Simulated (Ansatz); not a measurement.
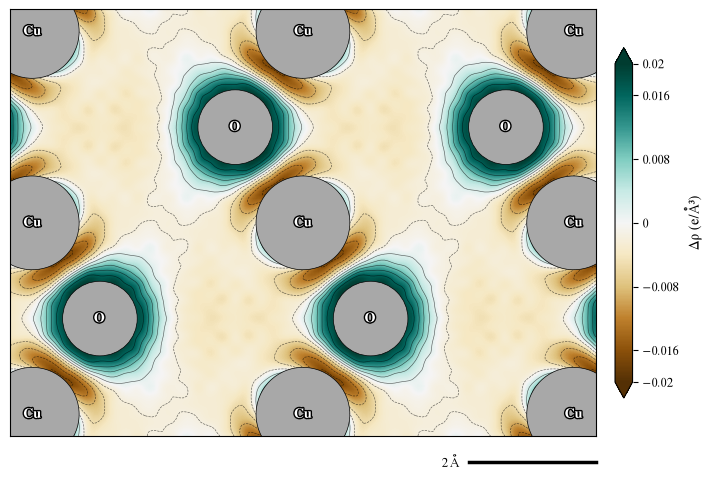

Cu2O. Difference of the valence pseudo-densities of two functionals at the same geometry, on the (110) plane of the calculation cell: one of PBE and r2SCAN less the other.

Both computed with Ansatz (plane waves, PAW), on the same k-point mesh. Grey discs cover the atomic cores.

```cif
data_structure
_symmetry_space_group_name_H-M 'P 1'
_symmetry_Int_Tables_number 1
_cell_length_a 4.2600
_cell_length_b 4.2600
_cell_length_c 4.2600
_cell_angle_alpha 90.000
_cell_angle_beta 90.000
_cell_angle_gamma 90.000
_cell_volume 77.31
loop_
_atom_site_label
_atom_site_type_symbol
_atom_site_fract_x
_atom_site_fract_y
_atom_site_fract_z
_atom_site_occupancy
Cu1 Cu 0.25000 0.25000 0.25000 1
Cu2 Cu 0.25000 0.75000 0.75000 1
Cu3 Cu 0.75000 0.75000 0.25000 1
Cu4 Cu 0.75000 0.25000 0.75000 1
O1 O 0.00000 0.00000 0.00000 1
O2 O 0.50000 0.50000 0.50000 1
```

Which was subtracted from which, and what does the map show?

It is r2SCAN less PBE. Against PBE, r2SCAN gives less density around Cu (−0.006 e/Å³ on average at 1.0 Å from the nucleus), more density around O (+0.014 e/Å³ on average at 0.7 Å from the nucleus) and a change of −0.007 e/Å³ at the midpoint of Cu–O.
